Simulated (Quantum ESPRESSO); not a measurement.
**CoO: magnetism against biaxial strain**

How does biaxial strain change the magnetic state of CoO?

Main program and level: Quantum ESPRESSO 7.5; PBE with U = 3.5 eV on Co d (ortho-atomic projectors); plane waves with GBRV 1.5 PBE potentials, no spin-orbit coupling.

### 1. Starting point

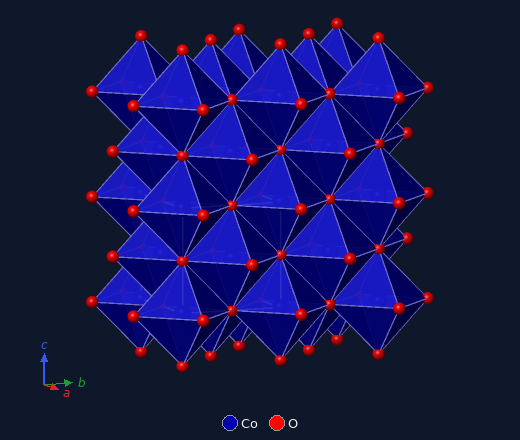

Start, viewed slightly off an axis; cobalt blue, oxygen red. 1×2×2 cells are drawn. This picture shows the conventional cell, with its axes. Some periodic images of atoms are drawn too.

The lattice constants were typed from memory of published values and not checked against a source.

### 2. Biaxial 0.97, ferro +

Lengths in the Cartesian xy plane scale by the factor; z is kept. Atoms keep their fractional places. Seeded atoms are those given a starting moment.

The input, pw.in:

```
&CONTROL
  calculation = 'scf'
  prefix = 'pwscf'
  outdir = './tmp'
  pseudo_dir = './pseudo'
  disk_io = 'nowf'
  tprnfor = .true.
  tstress = .true.
/
&SYSTEM
  ibrav = 0
  celldm(1) = 8
  nat = 2
  ntyp = 2
  ecutwfc = 40
  ecutrho = 280
  nbnd = 20
  occupations = 'smearing'
  smearing = 'fd'
  degauss = 0.00367493
  nspin = 2
  starting_magnetization(1) = 0.1765
  starting_magnetization(2) = 0
/
&ELECTRONS
  conv_thr = 4d-09
  electron_maxstep = 150
  mixing_beta = 0.3
/
ATOMIC_SPECIES
Co     58.9332 co_pbe_v1.2.uspp.F.UPF
O      15.9990 o_pbe_v1.2.uspp.F.UPF
CELL_PARAMETERS alat
   0.0000000000000    0.4881599579075    0.5032576885644
   0.4881599579075    0.0000000000000    0.5032576885644
   0.4881599579075    0.4881599579075    0.0000000000000
ATOMIC_POSITIONS crystal
Co      0.0000000000    0.0000000000    0.0000000000
O       0.5000000000    0.5000000000    0.5000000000
K_POINTS automatic
10 10 10 0 0 0
HUBBARD {ortho-atomic}
U Co-3d 3.5000
```

Run with:

```sh
$ OMP_NUM_THREADS=1 mpirun -n 4 pw.x -nk 4 -in pw.in > pw.out
```

Output:

```text
Program PWSCF v.7.5 starts

     Message from routine setup:
     using ibrav=0 with symmetry is DISCOURAGED, use correct ibrav instead

     K-points division:     npool     =       4
     Subspace diagonalization in iterative solution of the eigenvalue problem:

     bravais-lattice index     =            0
     lattice parameter (alat)  =       8.0000  a.u.
     unit-cell volume          =     122.8046 (a.u.)^3
     number of atoms/cell      =            2
     number of atomic types    =            2
     number of electrons       =        23.00
     number of Kohn-Sham states=           20
     kinetic-energy cutoff     =      40.0000  Ry
     charge density cutoff     =     280.0000  Ry
     scf convergence threshold =      4.0E-09
     mixing beta               =       0.3000
     number of iterations used =            8  plain     mixing
     Exchange-correlation= SLA  PW   PBE  PBE
                           (   1   4   3   4   0   0   0)
     Hubbard projectors: ortho-atomic
     Hubbard parameters of DFT+U (Dudarev formulation) in eV:
     U(Co-3d) =  3.5000

     Internal variables: lda_plus_u =T, lda_plus_u_kind = 0

     Internal variables: orbital_resolved =F, hub_pot_fix =F, apply_U = F

     celldm(1)=   8.000000  celldm(2)=   0.000000  celldm(3)=   0.000000
     celldm(4)=   0.000000  celldm(5)=   0.000000  celldm(6)=   0.000000

     crystal axes: (cart. coord. in units of alat)
               a(1) = (   0.000000   0.488160   0.503258 )
               a(2) = (   0.488160   0.000000   0.503258 )
               a(3) = (   0.488160   0.488160   0.000000 )

     reciprocal axes: (cart. coord. in units 2 pi/alat)
               b(1) = ( -1.024254  1.024254  0.993527 )
               b(2) = (  1.024254 -1.024254  0.993527 )
               b(3) = (  1.024254  1.024254 -0.993527 )

     PseudoPot. # 1 for Co read from file:
     co_pbe_v1.2.uspp.F.UPF
     Pseudo is Ultrasoft + core correction, Zval = 17.0

     PseudoPot. # 2 for O  read from file:
     o_pbe_v1.2.uspp.F.UPF
     Pseudo is Ultrasoft + core correction, Zval =  6.0

     atomic species   valence    mass     pseudopotential
     Co               17.00    58.93320     Co( 1.00)
     O                 6.00    15.99900     O ( 1.00)

     Starting magnetic structure
     atomic species   magnetization
     Co              0.176
     O               0.000

     16 Sym. Ops., with inversion, found

   Cartesian axes

     site n.     atom                  positions (alat units)
         1        Co     tau(   1) = (   0.0000000   0.0000000   0.0000000  )
         2        O      tau(   2) = (   0.4881600   0.4881600   0.5032577  )

     number of k points=   102  Fermi-Dirac smearing, width (Ry)=  0.0037

     Number of k-points >= 100: set verbosity='high' to print them.

     Dense  grid:     9665 G-vectors     FFT dimensions: (  30,  30,  30)

     Smooth grid:     4217 G-vectors     FFT dimensions: (  24,  24,  24)

     Check: negative core charge=   -0.000039
     Generating pointlists ...
     new r_m :   0.2014 (alat units)  1.6109 (a.u.) for type    1
     new r_m :   0.2014 (alat units)  1.6109 (a.u.) for type    2

     Initial potential from superposition of free atoms

     starting charge      22.0000, renormalised to      23.0000

     STARTING HUBBARD OCCUPATIONS:

     =================== HUBBARD OCCUPATIONS ===================
     ------------------------ ATOM    1 ------------------------
     Tr[ns(  1)] (up, down, total) =   5.00000  2.00000  7.00000
     Atomic magnetic moment for atom   1 =   3.00000
     [... lines left out ...]
     Number of occupied Hubbard levels =    7.0000

     Atomic wfc used for Hubbard projectors are orthogonalized

     Starting wfcs are   17 randomized atomic wfcs +    3 random wfcs

     Self-consistent Calculation

     iteration #  1     ecut=    40.00 Ry     beta= 0.30
     Davidson diagonalization with overlap
     ethr =  1.00E-02,  avg # of iterations =  4.9

     =================== HUBBARD OCCUPATIONS ===================
     ------------------------ ATOM    1 ------------------------
     Tr[ns(  1)] (up, down, total) =   4.65741  1.00483  5.66224
     Atomic magnetic moment for atom   1 =   3.65258
     [... lines left out ...]
     Number of occupied Hubbard levels =    5.6622

     total energy              =    -328.90372700 Ry
     estimated scf accuracy    <       5.72207266 Ry

     total magnetization       =     3.62 Bohr mag/cell
     absolute magnetization    =     3.70 Bohr mag/cell

     iteration #  2     ecut=    40.00 Ry     beta= 0.30
     Davidson diagonalization with overlap
     ethr =  1.00E-02,  avg # of iterations =  2.0

     total energy              =    -329.93459160 Ry
     estimated scf accuracy    <       3.83042869 Ry

     total magnetization       =     1.26 Bohr mag/cell
     absolute magnetization    =     1.28 Bohr mag/cell

     [... further iterations left out ...]

     iteration # 17     ecut=    40.00 Ry     beta= 0.30
     Davidson diagonalization with overlap
     ethr =  5.59E-09,  avg # of iterations =  1.0

     total energy              =    -330.58988479 Ry
     estimated scf accuracy    <          6.8E-09 Ry

     total magnetization       =     2.92 Bohr mag/cell
     absolute magnetization    =     2.95 Bohr mag/cell

     iteration # 18     ecut=    40.00 Ry     beta= 0.30
     Davidson diagonalization with overlap
     ethr =  2.97E-11,  avg # of iterations =  1.5

     Magnetic moment per site  (integrated on atomic sphere of radius R)
     atom   1 (R=0.201)  charge= 14.4911  magn=  2.5428
     atom   2 (R=0.201)  charge=  5.6902  magn=  0.2582

     End of self-consistent calculation

     =================== HUBBARD OCCUPATIONS ===================
     ------------------------ ATOM    1 ------------------------
     Tr[ns(  1)] (up, down, total) =   4.95930  2.34777  7.30707
     Atomic magnetic moment for atom   1 =   2.61152
     [... lines left out ...]
     Number of occupied Hubbard levels =    7.3071

     Number of k-points >= 100: set verbosity='high' to print the bands.

     the Fermi energy is    14.4627 ev

!    total energy              =    -330.58988479 Ry
     estimated scf accuracy    <          3.3E-10 Ry
     smearing contrib. (-TS)   =      -0.00251454 Ry
     internal energy E=F+TS    =    -330.58737025 Ry

     The total energy is F=E-TS. E is the sum of the following terms:
     one-electron contribution =    -175.93458996 Ry
     hartree contribution      =     102.32600090 Ry
     xc contribution           =     -40.11791958 Ry
     ewald contribution        =    -216.97776264 Ry
     Hubbard energy            =       0.11690103 Ry

     total magnetization       =     2.92 Bohr mag/cell
     absolute magnetization    =     2.95 Bohr mag/cell

     convergence has been achieved in  18 iterations

     Forces acting on atoms (cartesian axes, Ry/au):

     atom    1 type  1   force =     0.00000000    0.00000000    0.00000000
     atom    2 type  2   force =     0.00000000    0.00000000    0.00000000

     Total force =     0.000000     Total SCF correction =     0.000000

     Computing stress (Cartesian axis) and pressure

          total   stress  (Ry/bohr**3)                   (kbar)     P=      154.91
   0.00115615   0.00000000  -0.00000000          170.08        0.00       -0.00
   0.00000000   0.00115615  -0.00000000            0.00      170.08       -0.00
  -0.00000000  -0.00000000   0.00084689           -0.00       -0.00      124.58

=------------------------------------------------------------------------------=
   JOB DONE.
=------------------------------------------------------------------------------=
```

It took 10 s on 4 MPI ranks of Intel Xeon 6975P-C (Granite Rapids), shared host; peak memory 0.31 GiB.

Spin moment in the atom's sphere by atom:

| atom | spin moment in the atom's sphere (μB) |
| --- | --- |
| Co1 | 2.54 |
| O2 | 0.26 |

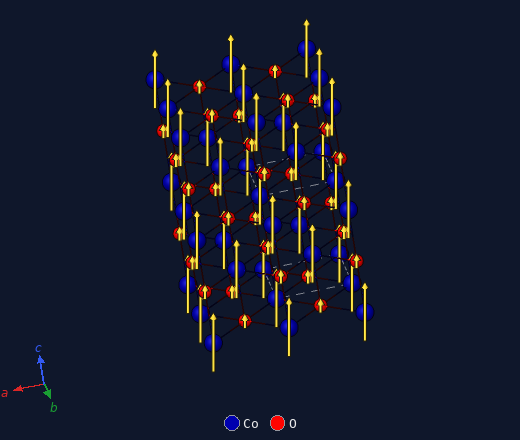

Spin moment in the atom's sphere as arrows, the longest 2.54 μB. Up and down stand for the sign. Arrows give size and sign along the axis of quantisation, drawn up and down the page. Each arrow also spans its atom, so small moments look longer than they are. 2×2×2 conventional cells are drawn. Some periodic images of atoms are drawn too.

This step gave:

| Property | Result |
| --- | --- |
| smearing term TS | 0.03421 eV |
| pressure | 15.49 GPa |
| magnetization | 2.919 μB |
| absolute magnetization | 2.947 μB |
| final state | ferromagnetic |

### 3. Biaxial 0.97, antiferro q=(0,0,1/2) +-

The wavevector q is in fractions of the reciprocal vectors of the crystal's primitive cell, as the cells of these inputs are built from it; moments change sign between cells as cos(2π q·R).

The input, pw.in:

```
&CONTROL
  calculation = 'scf'
  prefix = 'pwscf'
  outdir = './tmp'
  pseudo_dir = './pseudo'
  disk_io = 'nowf'
  tprnfor = .true.
  tstress = .true.
/
&SYSTEM
  ibrav = 0
  celldm(1) = 8
  nat = 4
  ntyp = 3
  ecutwfc = 40
  ecutrho = 280
  nbnd = 32
  occupations = 'smearing'
  smearing = 'fd'
  degauss = 0.00367493
  nspin = 2
  starting_magnetization(1) = 0.1765
  starting_magnetization(2) = -0.1765
  starting_magnetization(3) = 0
/
&ELECTRONS
  conv_thr = 8d-09
  electron_maxstep = 150
  mixing_beta = 0.3
/
ATOMIC_SPECIES
Co1    58.9332 co_pbe_v1.2.uspp.F.UPF
Co2    58.9332 co_pbe_v1.2.uspp.F.UPF
O      15.9990 o_pbe_v1.2.uspp.F.UPF
CELL_PARAMETERS alat
   0.0000000000000    0.4881599579075    0.5032576885644
   0.4881599579075    0.0000000000000    0.5032576885644
   0.9763199158149    0.9763199158149    0.0000000000000
ATOMIC_POSITIONS crystal
Co1     0.0000000000    0.0000000000    0.0000000000
Co2     0.0000000000    0.0000000000    0.5000000000
O       0.5000000000    0.5000000000    0.2500000000
O       0.5000000000    0.5000000000    0.7500000000
K_POINTS automatic
10 10 5 0 0 0
HUBBARD {ortho-atomic}
U Co1-3d 3.5000
U Co2-3d 3.5000
```

Output:

```text
     [... lines left out ...]
Program PWSCF v.7.5 starts
     [... lines left out ...]
     number of atoms/cell      =            4
     [... lines left out ...]
     number of electrons       =        46.00
     number of Kohn-Sham states=           32
     kinetic-energy cutoff     =      40.0000  Ry
     charge density cutoff     =     280.0000  Ry
     scf convergence threshold =      8.0E-09
     [... lines left out ...]
      4 Sym. Ops., with inversion, found
     [... lines left out ...]
     number of k points=   141  Fermi-Dirac smearing, width (Ry)=  0.0037
     [... lines left out ...]
     iteration # 99     ecut=    40.00 Ry     beta= 0.30
     [... lines left out ...]
     Magnetic moment per site  (integrated on atomic sphere of radius R)
     atom   1 (R=0.201)  charge= 14.4965  magn=  2.5136
     atom   2 (R=0.201)  charge= 14.4965  magn= -2.5136
     atom   3 (R=0.201)  charge=  5.6855  magn=  0.0000
     atom   4 (R=0.201)  charge=  5.6855  magn=  0.0000
     [... lines left out ...]
     Tr[ns(  1)] (up, down, total) =   4.95672  2.36365  7.32037
     [... lines left out ...]
     Tr[ns(  2)] (up, down, total) =   2.36365  4.95672  7.32037
     [... lines left out ...]
     the Fermi energy is    14.4464 ev
!    total energy              =    -661.18720190 Ry
     estimated scf accuracy    <          7.8E-09 Ry
     smearing contrib. (-TS)   =      -0.00435672 Ry
     [... lines left out ...]
     total magnetization       =     0.00 Bohr mag/cell
     absolute magnetization    =     5.40 Bohr mag/cell
     convergence has been achieved in  99 iterations
     [... lines left out ...]
     Total force =     0.000003     Total SCF correction =     0.000027
     [... lines left out ...]
          total   stress  (Ry/bohr**3)                   (kbar)     P=      135.62
     [... lines left out ...]
```

Elapsed: 3 min, on 4 MPI ranks; peak memory 0.53 GiB.

Spin moment in the atom's sphere by atom:

| atom | spin moment in the atom's sphere (μB) |
| --- | --- |
| Co1 | 2.51 |
| Co2 | -2.51 |
| O3 | 0.00 |
| O4 | 0.00 |

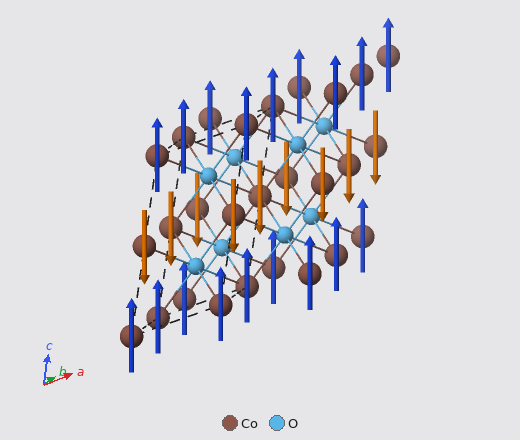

Spin moment in the atom's sphere as arrows, the longest 2.51 μB. Up and down stand for the sign. Arrows give size and sign along the axis of quantisation, drawn up and down the page. The two directions have two colours. Bonds to atoms that aren't drawn are left out. 2×2×1 cells are drawn. Some periodic images of atoms are drawn too.

Numbers from this step:

| Item | Value |
| --- | --- |
| smearing term TS | 0.05928 eV |
| pressure | 13.56 GPa |
| magnetization | 0 μB |
| absolute magnetization | 5.398 μB |
| final state | antiferromagnetic |

### 4. Biaxial 0.97, no spin polarisation

The input, pw.in:

```
&CONTROL
  calculation = 'scf'
  prefix = 'pwscf'
  outdir = './tmp'
  pseudo_dir = './pseudo'
  disk_io = 'nowf'
  tprnfor = .true.
  tstress = .true.
/
&SYSTEM
  ibrav = 0
  celldm(1) = 8
  nat = 2
  ntyp = 2
  ecutwfc = 40
  ecutrho = 280
  nbnd = 18
  occupations = 'smearing'
  smearing = 'fd'
  degauss = 0.00367493
/
&ELECTRONS
  conv_thr = 4d-09
  electron_maxstep = 150
  mixing_beta = 0.3
/
ATOMIC_SPECIES
Co     58.9332 co_pbe_v1.2.uspp.F.UPF
O      15.9990 o_pbe_v1.2.uspp.F.UPF
CELL_PARAMETERS alat
   0.0000000000000    0.4881599579075    0.5032576885644
   0.4881599579075    0.0000000000000    0.5032576885644
   0.4881599579075    0.4881599579075    0.0000000000000
ATOMIC_POSITIONS crystal
Co      0.0000000000    0.0000000000    0.0000000000
O       0.5000000000    0.5000000000    0.5000000000
K_POINTS automatic
10 10 10 0 0 0
HUBBARD {ortho-atomic}
U Co-3d 3.5000
```

Output:

```text
     [... lines left out ...]
Program PWSCF v.7.5 starts
     [... lines left out ...]
     number of atoms/cell      =            2
     [... lines left out ...]
     number of electrons       =        23.00
     number of Kohn-Sham states=           18
     kinetic-energy cutoff     =      40.0000  Ry
     charge density cutoff     =     280.0000  Ry
     scf convergence threshold =      4.0E-09
     [... lines left out ...]
     16 Sym. Ops., with inversion, found
     [... lines left out ...]
     number of k points=   102  Fermi-Dirac smearing, width (Ry)=  0.0037
     [... lines left out ...]
     iteration # 17     ecut=    40.00 Ry     beta= 0.30
     [... lines left out ...]
     Tr[ns(  1)] =   7.54560
     [... lines left out ...]
     the Fermi energy is    15.0635 ev
!    total energy              =    -330.54884047 Ry
     estimated scf accuracy    <          1.3E-09 Ry
     smearing contrib. (-TS)   =      -0.00138489 Ry
     [... lines left out ...]
     convergence has been achieved in  17 iterations
     [... lines left out ...]
     Total force =     0.000000     Total SCF correction =     0.000000
     [... lines left out ...]
          total   stress  (Ry/bohr**3)                   (kbar)     P=      -75.67
     [... lines left out ...]
```

Elapsed: 6.4 s, on 4 MPI ranks; peak memory 0.28 GiB.

Read from the output:

```yaml
smearing_term_ts: 0.01884 eV
pressure: -7.567 GPa
final_state: non-magnetic (no spin polarisation)
```

[end of part 1 of 2]

[Logs and program files are shortened in this print: banners, set-up blocks, solver, clock and traceback lines can be left out without a mark of their own.]

[Logs are printed without paths, hosts, clocks, repeated set-up lines and the standing remarks that a program may print on its own settings, such as how far it seeks lower states.]

[Hosts, paths, dates, database ids (printed as entryN), source tags and the programs' standing remarks are cut or masked in the printed files.]

[Where a cell is said to come from a database of computed structures, the database is the Materials Project.]
